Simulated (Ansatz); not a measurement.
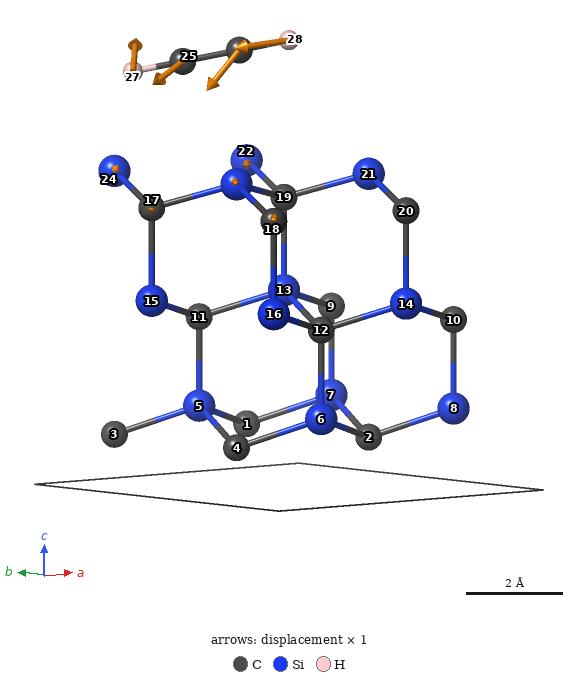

This is a constrained relaxation of a slab of composition Si₆HC₇ (cut from the F-43m phase). The starting structure is drawn; orange arrows show the displacements, at their true length.

A ball-and-stick model of the cell of the calculation, outlined in the plane, without the vacuum (origin shifted), seen from a free direction.

Case: 1 C2H2 a cell, tilted, over a bridge C-Si site. The slab is the (1 1 1) face of SiC with C2H2 on it. 12 atoms are held fixed.

All numbers below come from Ansatz, DFT PBE+D3(BJ), scalar-relativistic, plane waves, PAW. Set-up: plane-wave cutoff 420 eV; k-point mesh 3 × 3 × 1; occupations gaussian; smearing width 0.05 eV; no spin polarisation; dipole correction; atoms relaxed in a fixed cell; force threshold 0.04 eV/Å; at most 100 steps.

Q: What did the optimiser do to the structure, and how much energy did it gain?

A: After 20 geometry steps the energy has fallen by 4.161 eV per cell of the calculation. Largest force component: 0.78 eV/Å at the start, 0.013 eV/Å at the end. The largest move is that of an H atom, 1.27 Å within the plane. Largest moves by element: H 1.27 Å, C 1.12 Å, Si 0.20 Å. The cell stays as it was. Near-neighbour distances that change, for instance: C–Si 2.936 → 1.909 Å, C–Si 2.852 → 1.909 Å, C–C 1.205 → 1.361 Å, C–Si 1.967 → 2.097 Å. New bonds form: C–Si (2.85 → 1.91 Å), C–Si (2.94 → 1.91 Å). Among the angles between lasting bonds that change: C–C–H 180.0° → 120.2°, Si–C–Si 106.3° → 93.3°, Si–C–Si 112.5° → 101.5°.

Limits of the set-up: the periodic images lie only 6.1 Å apart, so the values are limited by the cell's size.
